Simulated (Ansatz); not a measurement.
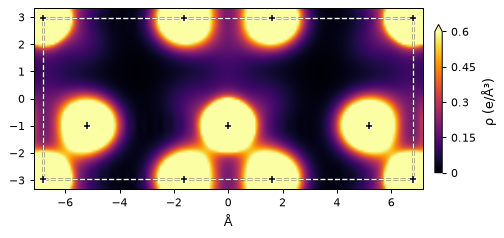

The valence charge density (pseudo) on a plane through atoms (crosses mark nuclei in the plane).

These are results of DFT, r2SCAN, plane waves, PAW in Ansatz, not measurements.

Candidates:
A. PbO2, a = 4.98 Å, b = 4.98 Å, c = 3.41 Å, α = 90.00°, β = 90.00°, γ = 90.00°. Space group P4₂/mnm; started from the rutile prototype, which need not be the ambient phase.
B. MoSe2, a = 3.44 Å, b = 3.44 Å, c = 13.61 Å, α = 90.00°, β = 90.00°, γ = 120.00°. Space group P6₃/mmc; started from the 2H (MoS2) bulk prototype, which need not be the ambient phase; changed on purpose from its base cell (hydrostatic strain +4.0%); computed pressure about −5 GPa in this cell; computed without spin polarisation.

Which system is this?

Candidate B: MoSe2 on the (110) plane of the conventional cell, which holds Mo and Se. Mo–Se (2.56 Å): ρ at the midpoint is about 0.51 e/Å³.
